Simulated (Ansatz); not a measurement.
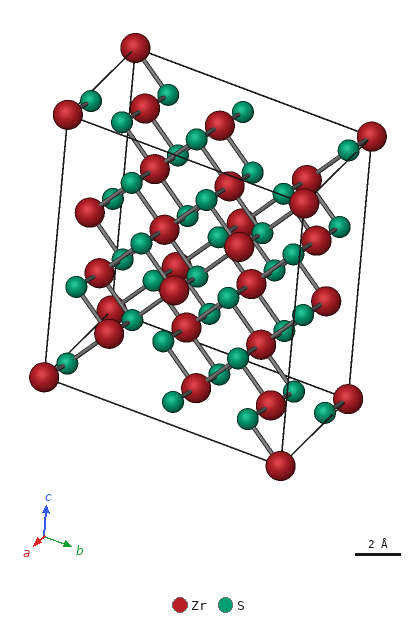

Fig. 1: The structure (ball-and-stick view of the cell of the calculation, seen slightly off an axis). An atom can appear more than once, as a periodic image.

## Single-point calculation of ZrS₂ (part 1 of 2)

System: ZrS₂ (P-3m1, 48 atoms in the cell).
Method: DFT PBE, scalar-relativistic, plane waves, PAW, no spin polarisation (Ansatz 0.2.0).

The structure derives from a Materials Project entry. It belongs to a series of runs on one base structure; here: the perfect crystal in a cell of 48 atoms.

Input
```yaml
crystal:
  lattice:
    - [-7.37041691, -6.3829682806, 6.7579064893]
    - [7.37041691, -6.3829682806, -6.7579064893]
    - [7.37041691, 6.3829682806, 6.7579064893]
  atoms:
    - { symbol: Zr, position: [0.75, 0.875, 0.125] }
    - { symbol: Zr, position: [0.5, 0.5, 0.0] }
    - { symbol: Zr, position: [0.75, 0.125, 0.375] }
    - { symbol: Zr, position: [0.5, 0.75, 0.25] }
    - { symbol: Zr, position: [0.25, 0.375, 0.125] }
    - { symbol: Zr, position: [0.75, 0.375, 0.625] }
    - { symbol: Zr, position: [0.0, 0.0, 0.0] }
    - { symbol: Zr, position: [0.5, 0.0, 0.5] }
    - { symbol: Zr, position: [0.25, 0.625, 0.375] }
    - { symbol: Zr, position: [0.75, 0.625, 0.875] }
    - { symbol: Zr, position: [0.0, 0.25, 0.25] }
    - { symbol: Zr, position: [0.5, 0.25, 0.75] }
    - { symbol: Zr, position: [0.25, 0.875, 0.625] }
    - { symbol: Zr, position: [0.0, 0.5, 0.5] }
    - { symbol: Zr, position: [0.25, 0.125, 0.875] }
    - { symbol: Zr, position: [0.0, 0.75, 0.75] }
    - { symbol: S, position: [0.0595084441, 0.9166666667, 0.6428417774] }
    - { symbol: S, position: [0.8095084441, 0.5416666667, 0.5178417774] }
    - { symbol: S, position: [0.0595084441, 0.1666666667, 0.8928417774] }
    - { symbol: S, position: [0.8095084441, 0.7916666667, 0.7678417774] }
    - { symbol: S, position: [0.5595084441, 0.4166666667, 0.6428417774] }
    - { symbol: S, position: [0.0595084441, 0.4166666667, 0.1428417774] }
    - { symbol: S, position: [0.3095084441, 0.0416666667, 0.5178417774] }
    - { symbol: S, position: [0.8095084441, 0.0416666667, 0.0178417774] }
    - { symbol: S, position: [0.5595084441, 0.6666666667, 0.8928417774] }
    - { symbol: S, position: [0.0595084441, 0.6666666667, 0.3928417774] }
    - { symbol: S, position: [0.3095084441, 0.2916666667, 0.7678417774] }
    - { symbol: S, position: [0.8095084441, 0.2916666667, 0.2678417774] }
    - { symbol: S, position: [0.5595084441, 0.9166666667, 0.1428417774] }
    - { symbol: S, position: [0.3095084441, 0.5416666667, 0.0178417774] }
    - { symbol: S, position: [0.5595084441, 0.1666666667, 0.3928417774] }
    - { symbol: S, position: [0.3095084441, 0.7916666667, 0.2678417774] }
    - { symbol: S, position: [0.6904915559, 0.7083333333, 0.2321582226] }
    - { symbol: S, position: [0.4404915559, 0.3333333333, 0.1071582225] }
    - { symbol: S, position: [0.6904915559, 0.9583333333, 0.4821582226] }
    - { symbol: S, position: [0.4404915559, 0.5833333333, 0.3571582225] }
    - { symbol: S, position: [0.1904915559, 0.2083333333, 0.2321582226] }
    - { symbol: S, position: [0.6904915559, 0.2083333333, 0.7321582226] }
    - { symbol: S, position: [0.9404915559, 0.8333333333, 0.1071582225] }
    - { symbol: S, position: [0.4404915559, 0.8333333333, 0.6071582226] }
    - { symbol: S, position: [0.1904915559, 0.4583333333, 0.4821582226] }
    - { symbol: S, position: [0.6904915559, 0.4583333333, 0.9821582226] }
    - { symbol: S, position: [0.9404915559, 0.0833333333, 0.3571582225] }
    - { symbol: S, position: [0.4404915559, 0.0833333333, 0.8571582226] }
    - { symbol: S, position: [0.1904915559, 0.7083333333, 0.7321582226] }
    - { symbol: S, position: [0.9404915559, 0.3333333333, 0.6071582226] }
    - { symbol: S, position: [0.1904915559, 0.9583333333, 0.9821582226] }
    - { symbol: S, position: [0.9404915559, 0.5833333333, 0.8571582226] }
basis:
  ecutwfc: 420
  xc_grid: 2
kpoints:
  mp_grid: { grid: [2, 2, 2], shift: [0.5, 0.5, 0.5] }
hamiltonian:
  xc: pbe
scf:
  occupations: { method: gaussian, width: 0.01 }
output:
  forces: true
  stress: true
  eigenvalues: true
  write_density: true
  write_potential: true
  elf: true
  volumetric_format: npy
```

Run on 4 threads of Arm Neoverse V2, 24 GiB of memory available, shared host.

Run as:
```bash
ansatz run input.yaml --threads 4 --pin off --max-ram 10240MiB --backend cpu --events-out ev --progress --plain --runs-dir out
```

Output
```
Engine: ansatz 0.2.0, aarch64-unknown-linux-gnu
Pseudopotentials: kind: paw
Pseudopotential: Zr, paw, valence charge 12, recommended cutoff 420 eV (normal), Zr.paw.azcp
Pseudopotential: S, paw, valence charge 6, recommended cutoff 420 eV (normal), S.paw.azcp
Functional definition: PBE
  parameter kappa = 0.804
  parameter beta = 0.06672455060314922
  exchange = pbe_x(kappa = kappa, mu = beta*pi^2/3)
  correlation = pbe_c(beta = beta)
Crystal: 48 atoms, lattice volume = 1271.707 Å³
Basis set: ecut = 420 eV, 24871 PW (Γ), exchange–correlation on 160×160×160 points (8 copies of the dense FFT grid, shifted against one another)
Bands: 240, of which v1, the nominal top of the filled ones, is band 192 counted from 1 (191 counted from 0)
Symmetry: 64 space group operations
Space group: P-3m1 (ITA 164), of the structure as read, at distance tolerance 1.1e-4 Å
k-points: 4 of 8
Non-local potential: Zr, projectors of the file, l = 0: 3, l = 1: 2, l = 2: 2, l = 3: 2
Non-local potential: S, projectors of the file, l = 0: 2, l = 1: 2, l = 2: 2
PAW form: soft (Blöchl's): semilocal exchange-correlation on the pseudo side does not see the compensation charge
PAW one-centre angular grid: Zr, 590 points (default); XC on 64 Gauss nodes
PAW one-centre angular grid: S, 110 points (default); XC on 64 Gauss nodes
Initial density: superposition of atomic densities (neutral atoms: chi_scale 0, normalization atom), corrected by the library's trained network
Initial wavefunctions: pseudopotential atomic-orbital guess
Functional: x = pbe(κ = 0.804, μ = 0.2195149727645171), c = pbe(β = 0.06672455060314922)
SCF iter   1: F=—  HF=-95882.452710 eV  |F-HF|=—  |Δ(HF+E_count)|=         —  Δρ=1.23e-3  dr2=1.71e-2  ethr=1.77e-3  ⟨swp⟩=6.0  Hψ=3524  notcnv=0  defer=100
preconditioner: auto → Resta (q_TF=auto, 2.235 Å⁻¹)  ε∞=6.5  [insulator: Δε(μ)=1.202 eV  Ē_g=7.135 eV  σ=0.010 eV  W_gap=1.00  n_scr=240 (ndim 8)  ℏωp=16.7 eV  f_vac=0.149  D(μ)=0.00/eV (n_scr^D=0)  ε∞_Penn≈6.5]
SCF iter   2: F=—  HF=-95882.445914 eV  |F-HF|=—  |Δ(HF+E_count)|=   6.80e-3  Δρ=6.93e-4  dr2=4.49e-3  ethr=4.45e-6  ⟨swp⟩=2.0  Hψ=1897  notcnv=0  defer=167
SCF iter   3: F=—  HF=-95882.449359 eV  |F-HF|=—  |Δ(HF+E_count)|=   3.45e-3  Δρ=1.97e-4  dr2=1.74e-3  ethr=1.17e-6  ⟨swp⟩=2.0  Hψ=1286  notcnv=0  defer=167
SCF iter   4: F=—  HF=-95882.449385 eV  |F-HF|=—  |Δ(HF+E_count)|=   2.59e-5  Δρ=6.91e-5  dr2=1.78e-4  ethr=4.54e-7  ⟨swp⟩=2.0  Hψ=1160  notcnv=0  defer=167
SCF iter   5: F=—  HF=-95882.449553 eV  |F-HF|=—  |Δ(HF+E_count)|=   1.68e-4  Δρ=2.73e-5  dr2=1.74e-5  ethr=4.64e-8  ⟨swp⟩=2.0  Hψ=1177  notcnv=0  defer=167
SCF iter   6: F=—  HF=-95882.451268 eV  |F-HF|=—  |Δ(HF+E_count)|=   1.71e-3  Δρ=1.06e-5  dr2=1.78e-6  ethr=4.52e-9  ⟨swp⟩=2.0  Hψ=1305  notcnv=0  defer=167
SCF iter   7: F=-95882.451268 eV  HF=-95882.451268 eV  |F-HF|=3.19e-8  |Δ(HF+E_count)|=   5.09e-7  Δρ=1.49e-6  dr2=3.76e-8  ethr=2.60e-11  ⟨swp⟩=14.5  Hψ=7485  notcnv=0
SCF 1 converged in 7 iterations: F = -95882.451268 eV  dr2 = 3.76e-8
  greatest PAW one-centre occupation: 0.995 electrons in one spin orbital (limit 2), on the Zr atom at site 15 (counted from 0), in its partial waves of l = 0
```

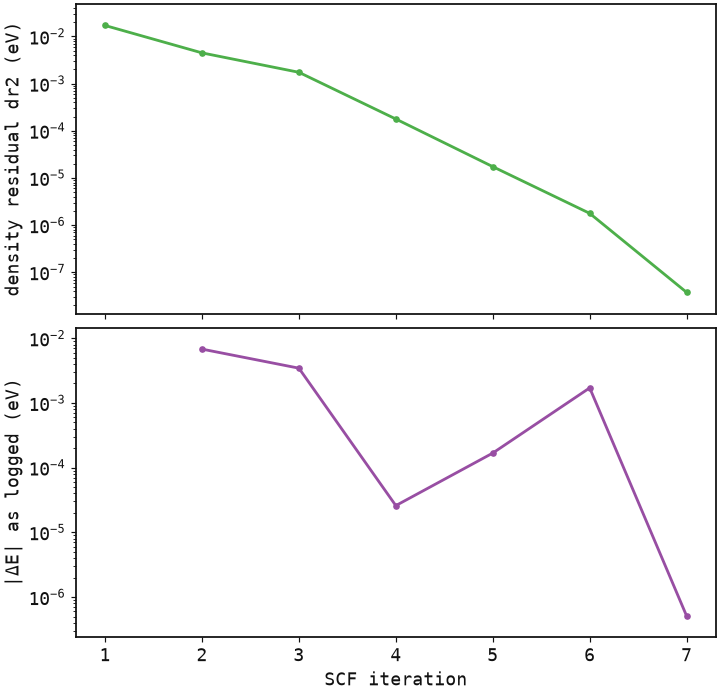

Fig. 2: Convergence of the self-consistent field: density residual dr2 and size of the energy change against the SCF iteration. The residual falls at every step.

```
SCF converged after 7 iterations
Free energy (F): -95882.451268 eV
Harris-Foulkes:  -95882.451268 eV  (|F-HF|=3.19e-8)
Internal energy: -95882.451268 eV  (E = F + TS)
E sigma→0 (E₀):  -95882.451268 eV
Fermi energy:    5.603017 eV
--- Per-component energies (eV) ---
  E_band       = -3367.305497
  E_kinetic    = 8730.041921
  E_local      = -27359.069273  (includes V_loc(G=0)·N_el)
  E_nonlocal   = 2151.995559
  E_hartree    = 10198.956320
  E_xc         = -5703.242061
  E_vxc        = -5861.931323  (∫ρ·V_xc dr)
  E_paw        = -66460.398319  (= ΣΔE_a)
  E_vpaw       = -1426.257997  (= ΣTr[D̂ρ^β])
  E_aug_tail   = 0.000435  (compensation charges beyond the density's cutoff)
  E_ewald      = -17440.735850
  E_smearing   = -0.000000  (= −TS)
  E_closure    = 0.000000  (closes the sum)
  Σ components = -95882.451268   (vs F -95882.451268, Δ=0.00e0)
--- Forces (eV/Å), atoms counted from 1 ---
  atom   1  Zr     0.00000000     0.00000000    -0.00000000
  atom   2  Zr    -0.00000000    -0.00000000     0.00000000
  atom   3  Zr     0.00000000    -0.00000000     0.00000000
  atom   4  Zr     0.00000000    -0.00000000     0.00000000
  atom   5  Zr    -0.00000000    -0.00000000     0.00000000
  atom   6  Zr    -0.00000000     0.00000000    -0.00000000
  atom   7  Zr    -0.00000000     0.00000000    -0.00000000
  atom   8  Zr    -0.00000000    -0.00000000    -0.00000000
  atom   9  Zr    -0.00000000     0.00000000     0.00000000
  atom  10  Zr    -0.00000000     0.00000000     0.00000000
  atom  11  Zr    -0.00000000     0.00000000     0.00000000
  atom  12  Zr     0.00000000    -0.00000000    -0.00000000
  atom  13  Zr    -0.00000000    -0.00000000     0.00000000
  atom  14  Zr    -0.00000000     0.00000000    -0.00000000
  atom  15  Zr    -0.00000000    -0.00000000    -0.00000000
  atom  16  Zr    -0.00000000     0.00000000    -0.00000000
  atom  17  S     -0.00000000    -0.00021731    -0.00030821
  atom  18  S      0.00000000    -0.00021731    -0.00030821
  atom  19  S     -0.00000000    -0.00021731    -0.00030821
  atom  20  S      0.00000000    -0.00021731    -0.00030821
  atom  21  S     -0.00000000    -0.00021731    -0.00030821
  atom  22  S     -0.00000000    -0.00021731    -0.00030821
  atom  23  S      0.00000000    -0.00021731    -0.00030821
  atom  24  S      0.00000000    -0.00021731    -0.00030821
  atom  25  S     -0.00000000    -0.00021731    -0.00030821
  atom  26  S     -0.00000000    -0.00021731    -0.00030821
  atom  27  S      0.00000000    -0.00021731    -0.00030821
  atom  28  S      0.00000000    -0.00021731    -0.00030821
  atom  29  S     -0.00000000    -0.00021731    -0.00030821
  atom  30  S      0.00000000    -0.00021731    -0.00030821
  atom  31  S     -0.00000000    -0.00021731    -0.00030821
  atom  32  S     -0.00000000    -0.00021731    -0.00030821
  atom  33  S      0.00000000     0.00021731     0.00030821
  atom  34  S     -0.00000000     0.00021731     0.00030821
  atom  35  S      0.00000000     0.00021731     0.00030821
  atom  36  S     -0.00000000     0.00021731     0.00030821
  atom  37  S      0.00000000     0.00021731     0.00030821
  atom  38  S      0.00000000     0.00021731     0.00030821
  atom  39  S     -0.00000000     0.00021731     0.00030821
  atom  40  S     -0.00000000     0.00021731     0.00030821
  atom  41  S      0.00000000     0.00021731     0.00030821
  atom  42  S      0.00000000     0.00021731     0.00030821
  atom  43  S      0.00000000     0.00021731     0.00030821
  atom  44  S      0.00000000     0.00021731     0.00030821
  atom  45  S      0.00000000     0.00021731     0.00030821
  atom  46  S     -0.00000000     0.00021731     0.00030821
  atom  47  S      0.00000000     0.00021731     0.00030821
  atom  48  S     -0.00000000     0.00021731     0.00030821
  max |Σ_I F_I| component: 1.52e-18 eV/Å
--- Stress (GPa, compression-positive) ---
        0.025160       0.000000       0.000000
       -0.000000      -0.010820       0.000718
       -0.000000       0.000718       0.006726
  P = ⅓ Tr σ = 0.0070 GPa (0.070 kbar)
--- Band table (eV) ---
  k-point 0: bands = ["-43.8765", "-43.8765", "-43.8765", "-43.8765", "-43.8668", "-43.8668", "-43.8668", "-43.8668", "-43.8649", "-43.8649", "-43.8649", "-43.8649", "-43.8620", "-43.8620", "-43.8620", "-43.8620", "-22.0076", "-22.0076", "-22.0076", "-22.0076", "-21.9950", "-21.9950", "-21.9950", "-21.9950", "-21.9817", "-21.9817", "-21.9817", "-21.9817", "-21.9212", "-21.9212", "-21.9212", "-21.9212", "-21.8909", "-21.8909", "-21.8909", "-21.8909", "-21.8908", "-21.8908", "-21.8908", "-21.8908",
      "-21.8855", "-21.8855", "-21.8855", "-21.8855", "-21.8761", "-21.8761", "-21.8761", "-21.8761", "-21.8544", "-21.8544", "-21.8544", "-21.8544", "-21.8499", "-21.8499", "-21.8499", "-21.8499", "-21.8358", "-21.8358", "-21.8358", "-21.8358", "-21.8030", "-21.8030", "-21.8030", "-21.8030", "-7.0854", "-7.0854", "-7.0838", "-7.0838", "-6.5656", "-6.5656", "-6.5364", "-6.5364", "-6.4732", "-6.4732", "-6.4476", "-6.4476", "-6.3773", "-6.3773", "-6.3721", "-6.3721",
      "-6.2442", "-6.2442", "-6.2395", "-6.2395", "-6.2370", "-6.2370", "-6.2132", "-6.2132", "-6.2096", "-6.2096", "-6.1838", "-6.1838", "-6.1013", "-6.1013", "-6.0953", "-6.0953", "1.2367", "1.2367", "1.2382", "1.2382", "1.3427", "1.3427", "1.3641", "1.3641", "1.3947", "1.3947", "1.4475", "1.4475", "1.6173", "1.6173", "1.6516", "1.6516", "1.9486", "1.9486", "1.9516", "1.9516", "1.9669", "1.9669", "2.0087", "2.0087",
      "2.0188", "2.0188", "2.0362", "2.0362", "2.0672", "2.0672", "2.0678", "2.0678", "2.5304", "2.5304", "2.5360", "2.5360", "2.6477", "2.6477", "2.6789", "2.6789", "2.6889", "2.6889", "2.7126", "2.7126", "2.7547", "2.7547", "2.7728", "2.7728", "2.7770", "2.7770", "2.8190", "2.8190", "2.8924", "2.8924", "2.9365", "2.9365", "2.9958", "2.9958", "3.0327", "3.0327", "3.1673", "3.1673", "3.1870", "3.1870",
      "3.5040", "3.5040", "3.5390", "3.5390", "3.7160", "3.7160", "3.7337", "3.7337", "3.7880", "3.7880", "3.8318", "3.8318", "3.8769", "3.8769", "3.9105", "3.9105", "4.0236", "4.0236", "4.1211", "4.1211", "4.1879", "4.1879", "4.3393", "4.3393", "4.3426", "4.3426", "4.3591", "4.3591", "4.6206", "4.6206", "4.6454", "4.6454", "6.4510", "6.4510", "6.5312", "6.5312", "6.7082", "6.7082", "6.8012", "6.8012",
      "6.8681", "6.8681", "6.8976", "6.8976", "6.9688", "6.9688", "6.9995", "6.9995", "7.2303", "7.2303", "7.2525", "7.2525", "7.9458", "7.9458", "8.0130", "8.0130", "8.0293", "8.0293", "8.0526", "8.0526", "8.0544", "8.0544", "8.0883", "8.0883", "8.1786", "8.1786", "8.2387", "8.2387", "8.3696", "8.3696", "8.3933", "8.3933", "8.4852", "8.4852", "8.5600", "8.5600", "8.5709", "8.5709", "8.5755", "8.5755"]
```
